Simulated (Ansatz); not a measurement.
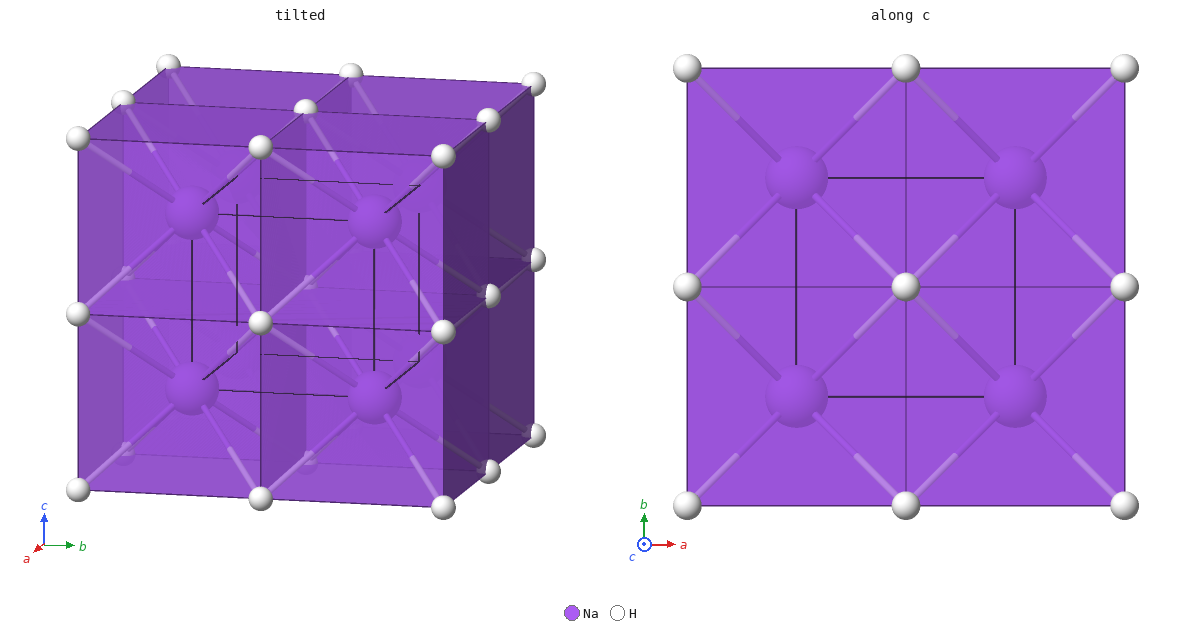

Shown here is a polyhedral view of the crystal, taken slightly off an axis and along the c axis. The edges of the conventional unit cell are marked. Some neighbours outside the box are added.

NaH, space group P4/mmm (No. 123), a = 2.932 Å, b = 2.932 Å, c = 2.793 Å, α = 90.00°, β = 90.00°, γ = 90.00°. Starting structure: a structure type filled with these elements by a generator (whether the compound takes this form wasn't checked). The cell was then strained or its atoms displaced on purpose. An electronic-structure calculation with Ansatz was run on it.

This one geometry was computed with Ansatz (DFT, plane waves, PAW) at three levels of theory: r2SCAN, PBE and HSE06. It was relaxed with r2SCAN and then strained.

> How does the band gap change with the level of theory?

PBE: a gap of 0.86 eV, indirect; r2SCAN: a gap of 1.42 eV, indirect; HSE06: a gap of 1.72 eV, indirect.

> Collect the results in a table.

| level | cutoff (eV) | k-mesh of the run's cell | gap (eV) | pressure (GPa) |
| --- | --- | --- | --- | --- |
| r2SCAN | 500 | 8×8×8 | 1.42 | 1.4 |
| PBE | 420 | 8×8×8 | 0.86 | 2.3 |
| HSE06 | 420 | 6×6×6 | 1.72 | 1.7 |

Gaps are taken on the k-mesh or band path of each run.
